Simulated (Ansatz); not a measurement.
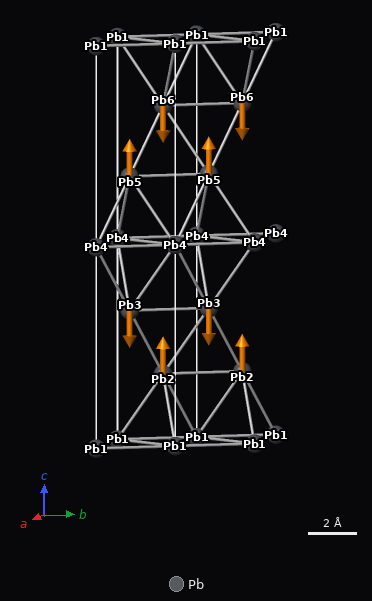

This is a relaxation of crystalline Pb (a generated structure, set up in P6_3/mmc). The starting structure is drawn; orange arrows show the displacements (the part carried along by the change of the cell is left out), 100 times their true length.

A ball-and-stick model of the cell of the calculation, repeated 1 × 2 × 1 with one cell outlined, seen slightly off an axis.

Case: stacking ABCACB.

These are results of DFT PBEsol, scalar-relativistic, plane waves, PAW (Ansatz), not measurements.

Input
```yaml
crystal:
  lattice:
    - [3.4724061162, 0.0, 0.0]
    - [-1.7362030581, 3.0071919089, 0.0]
    - [0.0, 0.0, 17.1764035441]
  atoms:
    - { symbol: Pb, position: [0.0, 0.0, 0.0] }
    - { symbol: Pb, position: [0.3333333333, 0.6666666667, 0.1666666667] }
    - { symbol: Pb, position: [0.6666666667, 0.3333333333, 0.3333333333] }
    - { symbol: Pb, position: [0.0, 0.0, 0.5] }
    - { symbol: Pb, position: [0.6666666667, 0.3333333333, 0.6666666667] }
    - { symbol: Pb, position: [0.3333333333, 0.6666666667, 0.8333333333] }
basis:
  ecutwfc: 420
kpoints:
  mp_grid: { grid: [15, 15, 3] }
hamiltonian:
  xc: pbesol
scf:
  occupations: { method: gaussian, width: 0.1 }
output:
  forces: true
  stress: true
  eigenvalues: true
  populations: true
relax:
  adjacent_minimum: "off"
  f_tol: 0.01
  max_steps: 45
  cell: { stress_tol: 0.05 }
```

Command:
```bash
ansatz run input.yaml --threads 1 --pin off --max-ram 2560MiB --backend cpu --events-out ev --progress --plain --runs-dir out
```

> What did the optimiser do to the structure, and how much energy did it gain?

After 4 accepted moves (6 points after the start) the energy has fallen by 13.9 meV per cell of the calculation. Largest force component: 0.067 eV/Å at the start, 0.00014 eV/Å at the end. Pressure: 0.19 GPa at the start and 0.00 GPa at the end. The line search rejected the trial step at point 4 of the run. At 1 point the geometry stayed and the basis and grid were re-selected for the new cell (energy shift of 0.1 meV per cell of the calculation at most each time). The largest moves relative to the cell, 0.016 Å, are those of Pb2, Pb3, Pb5 and Pb6. Pb2 goes along +c. The drawn cell changes as follows: a = b 3.472 → 3.512 Å (+1.2 %), c 17.176 → 16.837 Å (−2.0 %); the volume changes by +0.3 %. Near-neighbour distances that change, for instance: Pb2–Pb3 3.495 → 3.436 Å, Pb1–Pb1 3.472 → 3.512 Å, Pb1–Pb2 3.495 → 3.475 Å. The space group stays P6_3/mmc (No. 194). Cost: 3.3 min on 1 thread of Intel(R) Xeon(R) Platinum 8259CL CPU @ 2.50GHz (Skylake/Cascade Lake) (shared host), peak memory 0.78 GiB.
